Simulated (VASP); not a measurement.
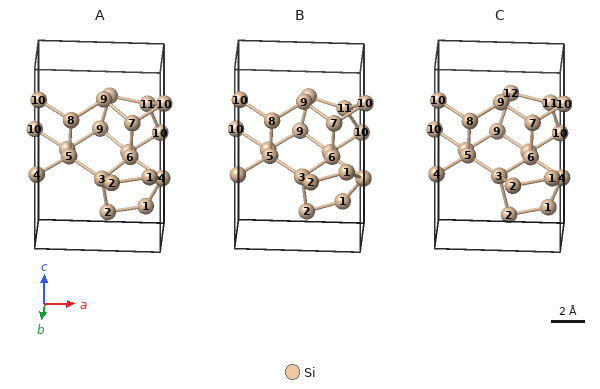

3 geometries from one relaxation of a slab of composition Si, in shuffled order. Style: ball-and-stick. Shown: the cell of the calculation, from a free direction.

The run lets the atoms move in a fixed cell.

All numbers below come from Kohn-Sham DFT of a periodic cell, PBE, VASP PAW PBE potentials, recommended (VASP). Settings: plane-wave cutoff 520 eV; k-point mesh 4 × 7 × 1; occupations gaussian; smearing width 0.03 eV; no spin polarisation.

Q: Put them in the order of the run, from the start to the converged end.

A: C, A, B. They are steps 0, 5, 26, at +1.255 eV per cell of the calculation, +0.413 eV per cell of the calculation relative to the last. After 26 geometry steps the energy has fallen by 1.255 eV per cell of the calculation. Largest force component: 1.1 eV/Å at the start, 0.0094 eV/Å at the end. The largest moves, 0.53 Å, are those of Si1 and Si11. Si1 goes along [−3 0 2]. The cell doesn't change. Among the contacts that change: Si1–Si6 3.337 → 2.934 Å, Si2–Si3 2.653 → 2.408 Å, Si11–Si12 2.500 → 2.344 Å, Si3–Si5 2.368 → 2.415 Å. Bond angles that change, for instance: Si7–Si10–Si11 90.7° → 76.2°, Si12–Si9–Si12 93.6° → 106.8°, Si10–Si11–Si12 114.3° → 123.7°.
